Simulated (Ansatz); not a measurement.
Run report: W, geometry relaxation (part 2 of 2)

W (slab, 3 atoms in the cell); DFT, PBE, PAW with Ansatz's default frozen-core files, scalar-relativistic, no spin polarisation (Ansatz 0.2.0); cutoff 420 eV, 13×13×1 k-mesh, Fermi–Dirac smearing of 0.1 eV. It belongs to a series of runs on one base structure; here: atoms relaxed, PAW files.

Geometry of the input (Å; fractional positions):
```
2.7570  0.0000  0.0000
-0.9190  2.5993  0.0000
0.0000  0.0000  17.5022
W  0.0000  0.0000  0.3714
W  0.5000  0.5000  0.5000
W  0.0000  0.0000  0.6286
```

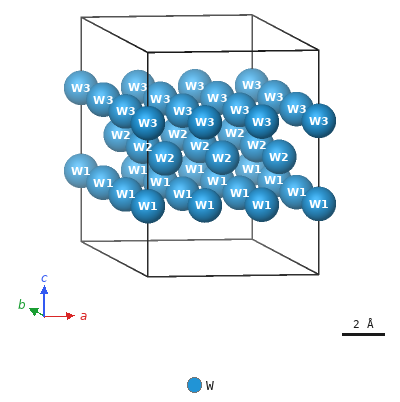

**Figure 1.** The geometry at step 2 of the log (spheres-only view of the 3 × 3 repeat of the cell, with the vacuum cut short, seen slightly off an axis; atoms are numbered from 1 in the order of the input).

## What the program printed, continued
```
SCF iter   1: F=—  HF=-31151.522642 eV  |F-HF|=—  |Δ(HF+E_count)|=         —  Δρ=1.98e-3  dr2=2.11e-2  ethr=5.41e-4  p=-0.000 e·Å  D=-3.29e-7 V/Å  ΔV_dip=0.00 eV  dr2_dipole=2.97e-11  V_vac-E_F(+/−)=4.83/4.83 eV  ⟨swp⟩=2.2  Hψ=2470  notcnv=0
efield: sawtooth ramp at fractional position 0.9500 (handed on by an earlier solve), width 0.1000; the density the first Hamiltonian is built on has a dipole p = -0.000 e·Å; the dipole correction subtracts the counter field D = -3.29e-7 V/Å, which shifts the + side's vacuum level by +0.00 eV against the − side's; the planar-averaged density in the ramp window peaks in size at 1.6e-5 e/Å³
preconditioner: auto → LDOS  [metal: Δε(μ)=0.024 eV  Ē_g=4.613 eV  σ=0.100 eV  W_gap=0.06  n_scr=12 (ndim 8)  ℏωp=14.1 eV  f_vac=0.518  D(μ)=2.62/eV (n_scr^D=10)  β→1.0]
SCF iter   2: F=—  HF=-31151.521560 eV  |F-HF|=—  |Δ(HF+E_count)|=   1.08e-3  Δρ=1.10e-3  dr2=8.92e-3  ethr=5.03e-5  p=0.000 e·Å  D=9.78e-7 V/Å  ΔV_dip=-0.00 eV  dr2_dipole=3.03e-11  V_vac-E_F(+/−)=4.86/4.86 eV  ⟨swp⟩=2.0  Hψ=2070  notcnv=0
SCF iter   3: F=—  HF=-31151.520907 eV  |F-HF|=—  |Δ(HF+E_count)|=   6.52e-4  Δρ=2.56e-4  dr2=4.66e-4  ethr=2.12e-5  p=0.000 e·Å  D=4.46e-7 V/Å  ΔV_dip=-0.00 eV  dr2_dipole=9.17e-12  V_vac-E_F(+/−)=4.84/4.84 eV  ⟨swp⟩=2.0  Hψ=1682  notcnv=0
SCF iter   4: F=—  HF=-31151.520829 eV  |F-HF|=—  |Δ(HF+E_count)|=   7.79e-5  Δρ=5.31e-5  dr2=6.58e-6  ethr=1.11e-6  p=0.000 e·Å  D=3.01e-7 V/Å  ΔV_dip=-0.00 eV  dr2_dipole=3.91e-12  V_vac-E_F(+/−)=4.84/4.84 eV  ⟨swp⟩=2.4  Hψ=1842  notcnv=0
SCF iter   5: F=-31151.520829 eV  HF=-31151.520829 eV  |F-HF|=1.54e-7  |Δ(HF+E_count)|=   9.52e-8  Δρ=1.88e-5  dr2=7.18e-7  ethr=5.79e-9  p=0.000 e·Å  D=1.40e-8 V/Å  ΔV_dip=-0.00 eV  dr2_dipole=3.16e-14  V_vac-E_F(+/−)=4.84/4.84 eV  ⟨swp⟩=9.8  Hψ=7052  notcnv=0
WARN: efield: at this solve's end the planar-averaged density reaches 1.55e-5 e/Å³ inside the ramp window [0.8929, 0.1071] (bound 1e-5 e/Å³); the window's nearer edge stands 4.69 Å from this solve's nearest atom along the axis. Its work functions, free energy, forces, stress, dipole, levels and responses can be off, and this figure does not tell by how much. A short vacuum, a low `basis.ecutwfc` or `basis.ecutrho_ratio` and negative occupations (`scf.occupations.method`) can put density there. See the manual's quickstart, § The vacuum guard
SCF 4 converged in 5 iterations: F = -31151.520829 eV  dr2 = 7.18e-7
relax step   4: F+E_penalty+E_count = -31151.52082934 eV  Δ(F+E_penalty+E_count) = -3.673e-3 eV  max|allowed force component| = 1.130e-2 eV/Å  Δτ_max = 0.0200 Å  (5 SCF iters, dr2 threshold 2.43e-6 eV, accepted)
SCF iter   1: F=—  HF=-31151.520888 eV  |F-HF|=—  |Δ(HF+E_count)|=         —  Δρ=1.11e-4  dr2=6.24e-5  ethr=1.66e-6  p=0.000 e·Å  D=1.40e-8 V/Å  ΔV_dip=-0.00 eV  dr2_dipole=1.73e-12  V_vac-E_F(+/−)=4.84/4.84 eV  ⟨swp⟩=1.9  Hψ=2244  notcnv=0
efield: sawtooth ramp at fractional position 0.9500 (handed on by an earlier solve), width 0.1000; the density the first Hamiltonian is built on has a dipole p = 0.000 e·Å; the dipole correction subtracts the counter field D = 1.40e-8 V/Å, which shifts the + side's vacuum level by -0.00 eV against the − side's; the planar-averaged density in the ramp window peaks in size at 1.5e-5 e/Å³
preconditioner: auto → LDOS  [metal: Δε(μ)=0.042 eV  Ē_g=4.621 eV  σ=0.100 eV  W_gap=0.10  n_scr=12 (ndim 8)  ℏωp=14.1 eV  f_vac=0.518  D(μ)=2.65/eV (n_scr^D=10)  β→1.0]
SCF iter   2: F=—  HF=-31151.520844 eV  |F-HF|=—  |Δ(HF+E_count)|=   4.42e-5  Δρ=6.24e-5  dr2=2.74e-5  ethr=1.49e-7  p=0.000 e·Å  D=9.77e-8 V/Å  ΔV_dip=-0.00 eV  dr2_dipole=2.43e-14  V_vac-E_F(+/−)=4.84/4.84 eV  ⟨swp⟩=2.0  Hψ=2081  notcnv=0
SCF iter   3: F=—  HF=-31151.520843 eV  |F-HF|=—  |Δ(HF+E_count)|=   1.29e-6  Δρ=1.28e-5  dr2=1.18e-6  ethr=6.52e-8  p=0.000 e·Å  D=1.40e-8 V/Å  ΔV_dip=-0.00 eV  dr2_dipole=3.94e-14  V_vac-E_F(+/−)=4.84/4.84 eV  ⟨swp⟩=2.0  Hψ=1635  notcnv=0
SCF iter   4: F=-31151.520843 eV  HF=-31151.520843 eV  |F-HF|=1.03e-9  |Δ(HF+E_count)|=   9.95e-8  Δρ=2.20e-6  dr2=5.40e-9  ethr=2.38e-10  p=0.000 e·Å  D=2.05e-8 V/Å  ΔV_dip=-0.00 eV  dr2_dipole=6.10e-15  V_vac-E_F(+/−)=4.84/4.84 eV  ⟨swp⟩=5.7  Hψ=6440  notcnv=0
WARN: efield: at this solve's end the planar-averaged density reaches 1.54e-5 e/Å³ inside the ramp window [0.8929, 0.1071] (bound 1e-5 e/Å³); the window's nearer edge stands 4.69 Å from this solve's nearest atom along the axis. Its work functions, free energy, forces, stress, dipole, levels and responses can be off, and this figure does not tell by how much. A short vacuum, a low `basis.ecutwfc` or `basis.ecutrho_ratio` and negative occupations (`scf.occupations.method`) can put density there. See the manual's quickstart, § The vacuum guard
SCF 5 converged in 4 iterations: F = -31151.520843 eV  dr2 = 5.40e-9
  greatest PAW one-centre occupation: 1.000 electrons in one spin orbital (limit 2), on the W atom at site 0 (counted from 0), in its partial waves of l = 0
relax step   5: F+E_penalty+E_count = -31151.52084262 eV  Δ(F+E_penalty+E_count) = -1.328e-5 eV  max|allowed force component| = 2.589e-4 eV/Å  Δτ_max = 0.0012 Å  (4 SCF iters, accepted)
```

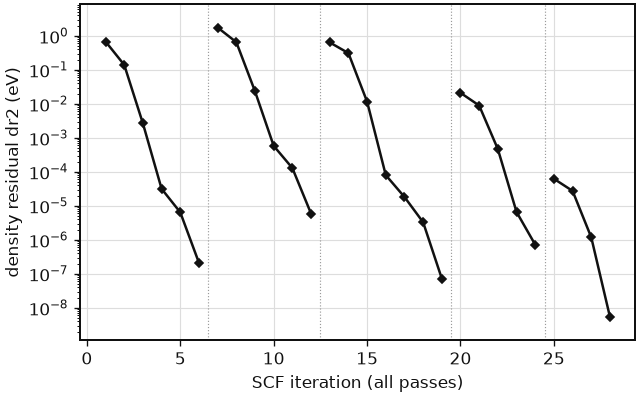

**Figure 2.** Convergence of the self-consistent field: density residual dr2 against the SCF iteration. The dotted lines part the SCF passes of the relaxation: geometry steps, rejected trials and re-solves on a re-selected basis. The 5 passes take 4 to 7 iterations each, 28 in all.

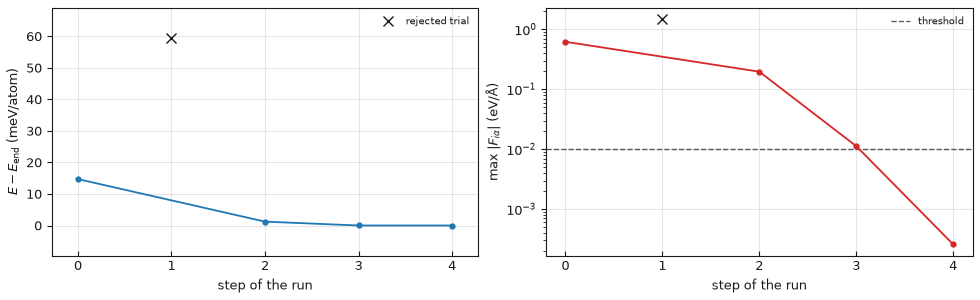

**Figure 3.** Progress of the relaxation, step by step (the first geometry is step 0 here and step 1 in the log).

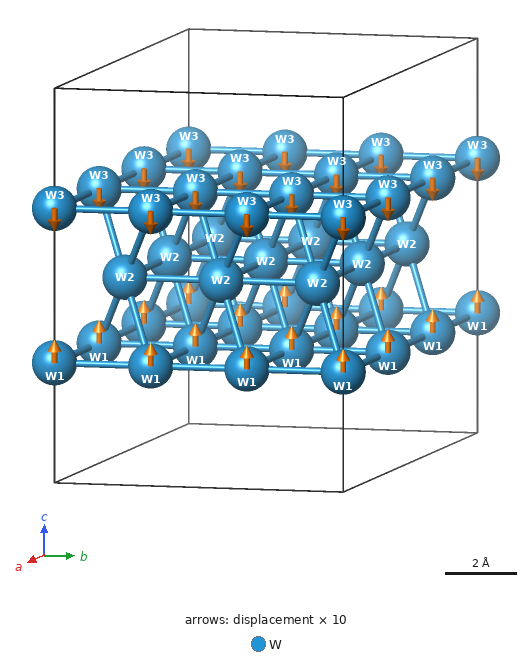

**Figure 4.** The starting structure with the displacements as orange arrows, magnified 10 times (ball-and-stick view of the 3 × 3 repeat of the cell, with the vacuum cut short, seen slightly off an axis). Over 4 geometry steps the energy falls by 14.7 meV per atom. Largest force component: 0.62 eV/Å at the start, 0.00026 eV/Å at the end. The line search rejected the trial step at point 1 (counted from 0) and went back. The largest moves, 0.068 Å, are those of W1 and W3. The lattice vectors keep their values. Among the contacts that change: W1–W2 2.757 → 2.702 Å. (Atoms are counted from 1 in the order of the input.)

```
SCF converged after 4 iterations
Free energy (F): -31151.520843 eV
Harris-Foulkes:  -31151.520843 eV  (|F-HF|=1.03e-9)
Internal energy: -31151.432589 eV  (E = F + TS)
E sigma→0 (E₀):  -31151.476716 eV
Entropy (-TS):   -0.088254 eV (-29.418 meV/atom)
Fermi energy:    5.651440 eV
Dipole field:    D = -0.000000 V/Å  (p = -0.000000 e·Å, saw-weighted, corrected)
Work function:   Φ+ = 4.8420 eV   Φ− = 4.8420 eV
Levels:          The Fermi level and band energies are counted from a zero that moves with the ramp; work functions are not
Vacuum region:   at the solve's end the planar-averaged density reaches 1.54e-5 e/Å³ inside the ramp window [0.8929, 0.1071] (bound 1e-5 e/Å³)
--- Per-component energies (eV) ---
  E_band       = -944.503195
  E_kinetic    = 1342.319171
  E_local      = -28212.943417  (includes V_loc(G=0)·N_el)
  E_nonlocal   = 4.055775
  E_hartree    = 13503.571421
  E_xc         = -796.247021
  E_vxc        = -710.310471  (∫ρ·V_xc dr)
  E_paw        = -25687.471337  (= ΣΔE_a)
  E_vpaw       = -374.768181  (= ΣTr[D̂ρ^β])
  E_aug_tail   = -0.000184  (compensation charges beyond the density's cutoff)
  E_efield     = 0.000000  (sawtooth field / dipole correction)
  E_vefield    = 0.000000  (∫n·V_field dr)
  E_ewald      = 8695.283002
  E_smearing   = -0.088254  (= −TS)
  E_closure    = -0.000000  (closes the sum)
  Σ components = -31151.520843   (vs F -31151.520843, Δ=0.00e0)
--- Forces (eV/Å), atoms counted from 1 ---
  atom   1  W      0.00000000    -0.00000000    -0.00025827
  atom   2  W      0.00000000    -0.00000000    -0.00000042
  atom   3  W      0.00000000     0.00000000     0.00025898
  max |Σ_I F_I| component: 2.83e-7 eV/Å
--- Stress (GPa, compression-positive) ---
       -4.320009      -0.988063       0.000000
       -0.988063      -5.018674      -0.000000
        0.000000      -0.000000       0.001113
  P = ⅓ Tr σ = -3.1125 GPa (-31.125 kbar)
--- Band table (eV; the first three rows and the last of 49) ---
  k-point 0: bands = ["-68.4115", "-68.2351", "-68.2167", "-33.1526", "-32.6480", "-32.4084", "-32.1470", "-32.1366", "-32.0390", "-31.9497", "-31.8526", "-31.8525", "-3.0397", "-0.8955", "-0.3192", "2.4132", "3.5798", "4.1999", "4.3762", "4.6004", "5.0078", "5.0896", "6.4037", "7.4649", "7.6778", "7.6950"]
  k-point 1: bands = ["-68.4069", "-68.2316", "-68.2141", "-33.1368", "-32.6726", "-32.4038", "-32.1889", "-32.1651", "-32.0296", "-31.9815", "-31.8787", "-31.8770", "-2.8372", "-0.6991", "-0.1089", "2.4533", "3.5975", "3.9911", "4.3580", "4.6732", "4.8297", "5.2969", "6.0757", "7.3609", "7.4664", "7.7089"]
  k-point 2: bands = ["-68.3943", "-68.2218", "-68.2070", "-33.0929", "-32.7495", "-32.4042", "-32.2927", "-32.2329", "-32.0910", "-32.0479", "-31.9174", "-31.9084", "-2.2723", "-0.1916", "0.4545", "2.5269", "3.5467", "3.7089", "4.1018", "4.3767", "5.1700", "5.2354", "5.9798", "7.2511", "7.2916", "7.7274"]
  k-point 48: bands = ["-68.2956", "-68.1290", "-68.1179", "-33.2339", "-32.8718", "-32.8533", "-32.8231", "-32.7974", "-32.4701", "-32.4577", "-32.3491", "-32.1155", "0.0588", "0.6095", "0.6342", "1.5432", "2.6983", "2.8973", "5.6267", "5.8452", "6.5124", "7.1721", "7.7556", "8.7947", "9.1696", "10.5009"]
--- Relaxed structure (5 steps of the walk, 4 accepted, 0 SCFs on fresh bases) ---
  F+E_penalty+E_count = -31151.52084262 eV   max|allowed force component| = 2.589e-4 eV/Å
  atoms:
    - { symbol: W, position: [4.860176862997386e-19, 1.4580530588698207e-18, 0.3752829529619971] }
    - { symbol: W, position: [0.5, 0.49999999999999994, 0.49999999993638833] }
    - { symbol: W, position: [-4.860176783742647e-19, -1.4580530350933985e-18, 0.6247170471016147] }
```

## Trajectory as extended XYZ (Å, eV, eV/Å), 5 frames, from step=1 to step=5
```
3
Lattice="2.7570 0.0000 0.0000 -0.9190 2.5993 0.0000 0.0000 0.0000 17.5022" Properties=species:S:1:pos:R:3:forces:R:3 step=1 energy=-31151.47669
W     0.0000    0.0000    6.5000    0.0000   0.0000   0.6228
W     0.9190    1.2997    8.7511    0.0000   0.0000   0.0000
W     0.0000    0.0000   11.0022    0.0000   0.0000  -0.6227
3
Lattice="2.7570 0.0000 0.0000 -0.9190 2.5993 0.0000 0.0000 0.0000 17.5022" Properties=species:S:1:pos:R:3:forces:R:3 step=2 energy=-31151.34203 accepted=F
W     0.0000    0.0000    6.6935    0.0000   0.0000  -1.5068
W     0.9190    1.2997    8.7511    0.0000   0.0000   0.0001
W     0.0000    0.0000   10.8087    0.0000   0.0000   1.5067
3
Lattice="2.7570 0.0000 0.0000 -0.9190 2.5993 0.0000 0.0000 0.0000 17.5022" Properties=species:S:1:pos:R:3:forces:R:3 step=3 energy=-31151.51716
W     0.0000    0.0000    6.5871    0.0000   0.0000  -0.1972
W     0.9190    1.2997    8.7511    0.0000   0.0000   0.0000
W     0.0000    0.0000   10.9151    0.0000   0.0000   0.1972
3
Lattice="2.7570 0.0000 0.0000 -0.9190 2.5993 0.0000 0.0000 0.0000 17.5022" Properties=species:S:1:pos:R:3:forces:R:3 step=4 energy=-31151.52083
W     0.0000    0.0000    6.5671    0.0000   0.0000   0.0113
W     0.9190    1.2997    8.7511    0.0000   0.0000   0.0000
W     0.0000    0.0000   10.9351    0.0000   0.0000  -0.0113
3
Lattice="2.7570 0.0000 0.0000 -0.9190 2.5993 0.0000 0.0000 0.0000 17.5022" Properties=species:S:1:pos:R:3:forces:R:3 step=5 energy=-31151.52084
W     0.0000    0.0000    6.5683    0.0000   0.0000  -0.0003
W     0.9190    1.2997    8.7511    0.0000   0.0000   0.0000
W     0.0000    0.0000   10.9339    0.0000   0.0000   0.0003
```

## Key numbers

- outcome: converged
- electrons treated: 42
- free energy: −31151.5208 eV
- Fermi energy: 5.651 eV
- final volume: 125.43 Å³
- largest force (length of the vector) at the end: under 0.001 eV/Å
- wall time: 38 s (CPU time 76 s)
- peak memory: 0.43 GiB

## Notes

Warnings of the run: the SCF threshold is looser than advised for the printed stress; the density in the vacuum is higher than it should be, so vacuum levels may be off. Spin–orbit coupling is left out, which matters for W.
